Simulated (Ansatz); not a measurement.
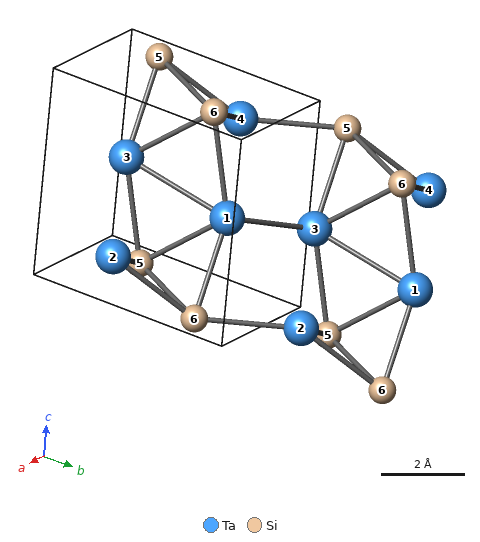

Figure 1. The input geometry (ball-and-stick view of the cell of the calculation, repeated 1 × 2 × 1, seen slightly off an axis; atoms are numbered from 1 in the order of the input). An atom can appear more than once, as a periodic image. Near neighbours in the periodic cell (some may lie outside the picture): Ta has 4 Si at 2.63 Å and 3 Ta at 2.86 to 2.94 Å; Si has 2 Si at 2.52 Å and 8 Ta at 2.63 Å.

Run report: Ta2Si, single-point calculation

- system: Ta2Si (6 atoms in the cell)
- method: DFT r2SCAN, scalar-relativistic, plane waves, PAW, no spin polarisation (Ansatz 0.2.0)

The structure derives from a Materials Project entry. Figures and captions count atoms from 1; the log counts them from 0 in places.

Output:
```
Engine: ansatz 0.2.0, x86_64-unknown-linux-gnu
Pseudopotentials: kind: paw
Pseudopotential: Ta, paw, valence charge 13, recommended cutoff 500 eV (meta_gga), Ta.paw.azcp
Pseudopotential: Si, paw, valence charge 4, recommended cutoff 500 eV (meta_gga), Si.paw.azcp
Functional definition: r2SCAN
  parameter k0 = 0.174
  parameter k1 = 0.065
  parameter a1 = 4.9479
  exchange = r2scan_x(k0 = k0, k1 = k1, a1 = a1)
  correlation = r2scan_c
Crystal: 6 atoms, lattice volume = 96.244 Å³
Basis set: ecut = 500 eV, 2473 PW (Γ), exchange–correlation on 160×160×160 points (64 copies of the dense FFT grid, shifted against one another)
Bands: 36, of which v1, the nominal top of the filled ones, is band 30 counted from 1 (29 counted from 0)
Symmetry: 16 space group operations
Space group: I4/mcm (ITA 140), of the structure as read, at distance tolerance 4.6e-5 Å
k-points: 102 of 1000
Non-local potential: Ta, projectors of the file, l = 0: 3, l = 1: 2, l = 2: 2, l = 3: 1
Non-local potential: Si, projectors of the file, l = 0: 2, l = 1: 2, l = 2: 2
PAW form: soft (Blöchl's): semilocal exchange-correlation on the pseudo side does not see the compensation charge
PAW frozen core: Ta, regenerated for the run's functional (the file was generated under x = pbe(κ = 0.804, μ = 0.2195149727645171), c = pbe(β = 0.06672455060314922))
PAW frozen core: Si, regenerated for the run's functional (the file was generated under x = pbe(κ = 0.804, μ = 0.2195149727645171), c = pbe(β = 0.06672455060314922))
PAW one-centre angular grid: Ta, 590 points (default); XC on 160 Gauss nodes
PAW one-centre angular grid: Si, 302 points (default); XC on 160 Gauss nodes
Initial density: superposition of atomic densities (neutral atoms: chi_scale 0, normalization atom), corrected by the library's trained network
Initial wavefunctions: pseudopotential atomic-orbital guess
Functional: x = r2scan, c = r2scan; τ floored in thin density (d = 2e-4 eV/Å³)
SCF iter   1: F=—  HF=-41058.992182 eV  |F-HF|=—  |Δ(HF+E_count)|=         —  Δρ=5.85e-3  dr2=2.36e-2  dr2_τ=9.80e-2  ethr=1.77e-3  ⟨swp⟩=5.7  Hψ=15772  notcnv=0
preconditioner: auto → Kerker (q_TF=auto, 2.522 Å⁻¹)  [metal: Δε(μ)=0.017 eV  Ē_g=5.780 eV  σ=0.100 eV  W_gap=0.09  n_scr=18 (ndim 8)  ℏωp=20.0 eV  f_vac=0.000  D(μ)=2.99/eV (n_scr^D=16)]
SCF iter   2: F=—  HF=-41059.078765 eV  |F-HF|=—  |Δ(HF+E_count)|=   8.66e-2  Δρ=4.02e-3  dr2=9.65e-3  dr2_τ=7.53e-4  ethr=3.93e-5  ⟨swp⟩=2.0  Hψ=7020  notcnv=0
SCF iter   3: F=—  HF=-41059.081150 eV  |F-HF|=—  |Δ(HF+E_count)|=   2.38e-3  Δρ=4.58e-4  dr2=1.96e-4  dr2_τ=1.26e-4  ethr=1.61e-5  ⟨swp⟩=2.0  Hψ=5119  notcnv=0
SCF iter   4: F=—  HF=-41059.081188 eV  |F-HF|=—  |Δ(HF+E_count)|=   3.76e-5  Δρ=1.43e-4  dr2=1.57e-5  dr2_τ=9.29e-7  ethr=3.26e-7  ⟨swp⟩=2.3  Hψ=5745  notcnv=0
SCF iter   5: F=—  HF=-41059.081186 eV  |F-HF|=—  |Δ(HF+E_count)|=   1.27e-6  Δρ=2.41e-5  dr2=5.28e-7  dr2_τ=1.27e-7  ethr=2.62e-8  ⟨swp⟩=2.0  Hψ=5101  notcnv=0
SCF iter   6: F=-41059.081186 eV  HF=-41059.081186 eV  |F-HF|=1.10e-8  |Δ(HF+E_count)|=   1.08e-7  Δρ=9.29e-6  dr2=5.81e-8  dr2_τ=4.45e-9  ethr=1.67e-10  ⟨swp⟩=14.3  Hψ=27959  notcnv=0
SCF 1 converged in 6 iterations: F = -41059.081186 eV  dr2 = 5.81e-8
  greatest PAW one-centre occupation: 0.998 electrons in one spin orbital (limit 2), on the Ta atom at site 3 (counted from 0), in its partial waves of l = 0
SCF converged after 6 iterations
Free energy (F): -41059.081186 eV
Harris-Foulkes:  -41059.081186 eV  (|F-HF|=1.10e-8)
Internal energy: -41059.066252 eV  (E = F + TS)
E sigma→0 (E₀):  -41059.073719 eV
Entropy (-TS):   -0.014935 eV (-2.489 meV/atom)
Fermi energy:    17.510796 eV
--- Per-component energies (eV) ---
  E_band       = -472.677423
  E_kinetic    = 1556.797586
  E_local      = -2485.612634  (includes V_loc(G=0)·N_el)
  E_nonlocal   = 106.666406
  E_hartree    = 891.897323
  E_xc         = -926.282603
  E_vxc        = -995.311768  (∫ρ·V_xc dr)
  E_paw        = -34731.262810  (= ΣΔE_a)
  E_vpaw       = -487.622553  (= ΣTr[D̂ρ^β])
  E_aug_tail   = 0.000329  (compensation charges beyond the density's cutoff)
  E_vtau       = 48.614877  (kinetic-family band-sum trace: ∫τ·v_τ [+ j·A + Jᵃ·Aᵃ] dr)
  E_ewald      = -5468.091862
  E_core_change = -3.177987  (= ΣΔE_core)
  E_smearing   = -0.014935  (= −TS)
  E_closure    = 0.000000  (closes the sum)
  Σ components = -41059.081186   (vs F -41059.081186, Δ=0.00e0)
--- Forces (eV/Å), atoms counted from 1 ---
  atom   1  Ta     0.00016517    -0.00016517    -0.00000000
  atom   2  Ta     0.00016517     0.00016517     0.00000000
  atom   3  Ta    -0.00016517     0.00016517     0.00000000
  atom   4  Ta    -0.00016517    -0.00016517     0.00000000
  atom   5  Si    -0.00000000     0.00000000     0.00000000
  atom   6  Si     0.00000000     0.00000000     0.00000000
  max |Σ_I F_I| component: 1.39e-17 eV/Å
--- Stress (GPa, compression-positive) ---
       -0.567684       0.000000       0.000000
        0.000000      -0.567684      -0.000000
        0.000000       0.000000      -0.231274
  P = ⅓ Tr σ = -0.4555 GPa (-4.555 kbar)
--- Band table (eV; the first three rows and the last of 102) ---
  k-point 0: bands = ["-52.1766", "-52.1344", "-52.0887", "-52.0887", "-18.2359", "-18.2359", "-18.2327", "-18.1843", "-18.1843", "-18.1444", "-18.1338", "-18.0177", "-17.8865", "-17.6307", "-17.6196", "-17.6196", "4.8024", "9.7366", "12.1566", "12.4582", "12.9465", "12.9465", "14.7680", "14.7680", "14.7984", "14.7984", "14.8538", "15.3104", "17.7287", "17.7934", "18.5178", "18.9642", "18.9642", "19.1964", "19.1964", "19.3225"]
  k-point 1: bands = ["-52.1751", "-52.1343", "-52.0903", "-52.0887", "-18.2630", "-18.2363", "-18.2081", "-18.1952", "-18.1845", "-18.1289", "-18.1262", "-18.0241", "-17.8722", "-17.6345", "-17.6337", "-17.6202", "4.8895", "9.7926", "11.9462", "11.9783", "13.1627", "13.3622", "14.6002", "14.6795", "14.7810", "14.8067", "14.9115", "15.3285", "17.4875", "17.8337", "18.4029", "18.5582", "18.8177", "19.3367", "19.6736", "19.7380"]
  k-point 2: bands = ["-52.1709", "-52.1341", "-52.0948", "-52.0887", "-18.2769", "-18.2337", "-18.2203", "-18.1959", "-18.1851", "-18.1106", "-18.0927", "-18.0398", "-17.8369", "-17.6740", "-17.6429", "-17.6220", "5.1351", "9.9498", "11.3006", "11.6059", "13.4977", "13.5612", "14.4294", "14.6711", "14.7988", "14.8520", "15.0386", "15.1162", "17.3036", "17.9331", "18.1024", "18.1913", "18.4364", "19.7567", "20.2289", "20.5189"]
  k-point 101: bands = ["-52.1283", "-52.1283", "-52.1172", "-52.1149", "-18.4057", "-18.3553", "-18.2235", "-18.1382", "-18.1382", "-18.0544", "-17.9785", "-17.9107", "-17.7596", "-17.7596", "-17.7114", "-17.7114", "6.9341", "9.9091", "10.7858", "10.7858", "11.4620", "13.6983", "13.6983", "13.9885", "15.1367", "15.9768", "16.4046", "16.4066", "16.4243", "16.4243", "17.2950", "17.8600", "18.3068", "18.3068", "20.4647", "21.1277"]
--- Löwdin populations: 6 sites ---
  site symbol       q [e]
     0     Ta     12.7630
     1     Ta     12.7630
     2     Ta     12.7630
     3     Ta     12.7630
     4     Si      4.1701
     5     Si      4.1701
  spilling = 0.010126 (of n_electrons = 60.000000)
```

File populations.tsv:
```
# site	symbol	l	j	q
# orbitals = lowdin
# n_electrons = 60.000000
# spilling = 0.010126
0	Ta	0_5S	-	1.949188
0	Ta	0_6S	-	0.693182
0	Ta	1_5P	-	5.986604
0	Ta	2_5D	-	4.134072
1	Ta	0_5S	-	1.949188
1	Ta	0_6S	-	0.693182
1	Ta	1_5P	-	5.986604
1	Ta	2_5D	-	4.134072
2	Ta	0_5S	-	1.949188
2	Ta	0_6S	-	0.693182
2	Ta	1_5P	-	5.986604
2	Ta	2_5D	-	4.134072
3	Ta	0_5S	-	1.949188
3	Ta	0_6S	-	0.693182
3	Ta	1_5P	-	5.986604
3	Ta	2_5D	-	4.134072
4	Si	0_3S	-	1.125376
4	Si	1_3P	-	3.044739
5	Si	0_3S	-	1.125376
5	Si	1_3P	-	3.044739
```

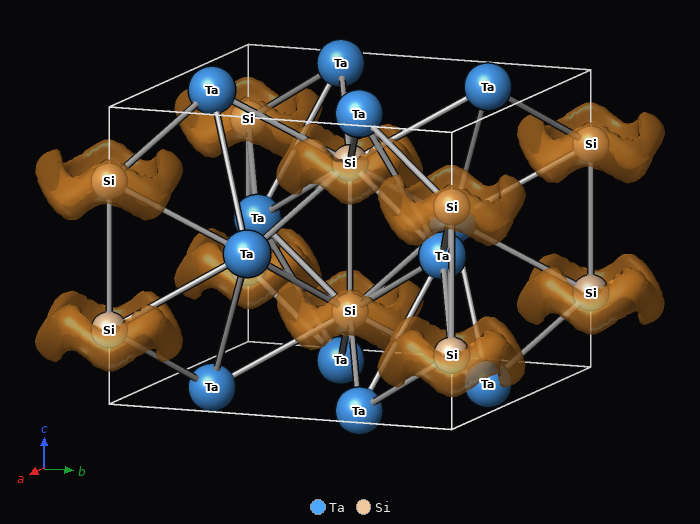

Figure 2. Isosurface of the ELF at 0.7 (orange), seen slightly off an axis. Core shells and regions of very low density are left out. Sticks mark near contacts. The outline is the cell set on symmetry axes. Along the contacts the grid gives the following. Si–Si (2.52 Å): the ELF peaks at about 0.65 between the atoms. Ta–Si (2.63 Å): the ELF is about 0.30 at the midpoint. In a PAW calculation such maps are meaningful between the atoms, not at the nuclei.

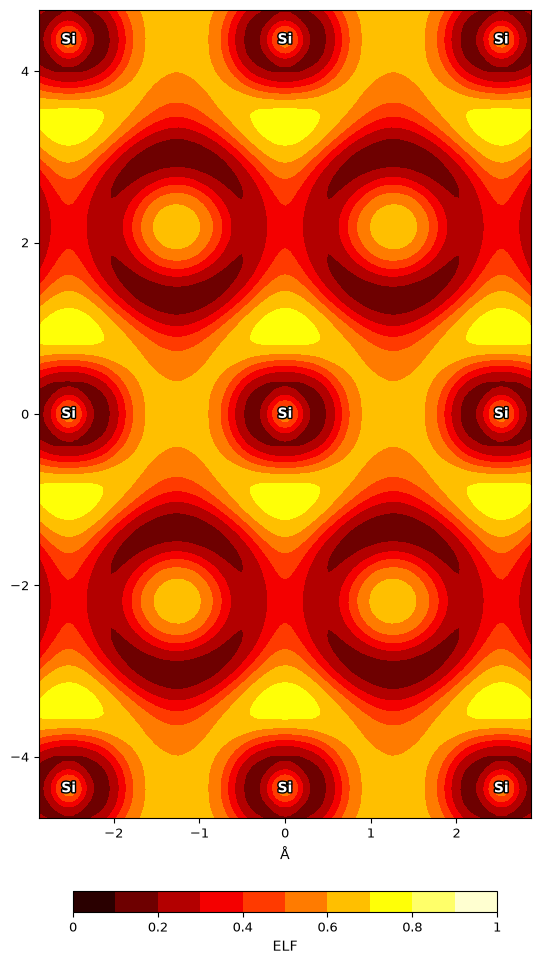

Figure 3. Electron localisation function on the (110) plane of the conventional cell. Atoms in the plane: Si. Si–Si (2.52 Å): the ELF peaks at about 0.65 between the atoms.

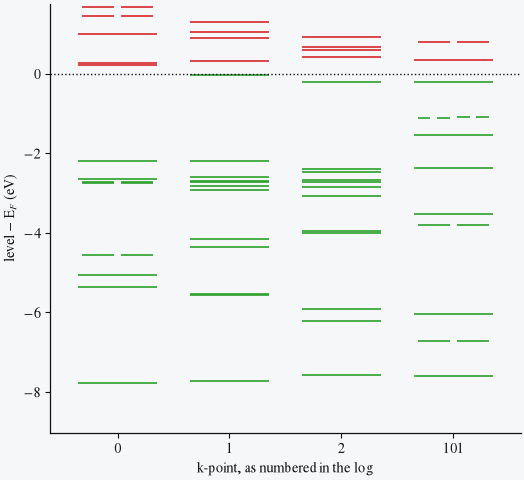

Figure 4. Kohn–Sham levels near the Fermi level (dotted) at the few k-points that the log prints; levels within 0.02 eV of each other stand side by side. The system is metallic on the full mesh.

The run was set up as follows.

The input:
```yaml
crystal:
  lattice:
    - [-3.0877629443, 3.0877629443, 2.5236412193]
    - [3.0877629443, -3.0877629443, 2.5236412193]
    - [3.0877629443, 3.0877629443, -2.5236412193]
  atoms:
    - { symbol: Ta, position: [0.66359321, 0.83640679, 0.5] }
    - { symbol: Ta, position: [0.83640679, 0.33640679, 0.17281358] }
    - { symbol: Ta, position: [0.33640679, 0.16359321, 0.5] }
    - { symbol: Ta, position: [0.16359321, 0.66359321, 0.82718642] }
    - { symbol: Si, position: [0.25, 0.25, 0.0] }
    - { symbol: Si, position: [0.75, 0.75, 0.0] }
basis:
  ecutwfc: 500
kpoints:
  mp_grid: { grid: [10, 10, 10] }
hamiltonian:
  xc: r2scan
scf:
  occupations: { method: gaussian, width: 0.1 }
output:
  forces: true
  stress: true
  eigenvalues: true
  populations: true
  write_density: true
  write_potential: true
  elf: true
  volumetric_format: npy
```

Run as:
```bash
ansatz run input.yaml --threads 1 --pin off --max-ram 2560MiB --backend cpu --events-out ev --progress --plain --runs-dir out
```

Results in brief:

```csv
quantity,value
outcome,converged
space group (tolerance 0.01 Å),I4/mcm (140)
electrons treated,60
free energy,−41059.0812 eV
Fermi energy,17.511 eV
gap on the k-point mesh,none (metallic)
pressure,−0.46 GPa
largest force (length of the vector),under 0.001 eV/Å
hardware,"1 thread of Intel Xeon @ 2.50GHz (Skylake/Cascade Lake), 189 GiB of memory available, shared host"
wall time,96 s
peak memory,0.84 GiB
```

Notes:

Spin–orbit coupling is left out, which matters for Ta.
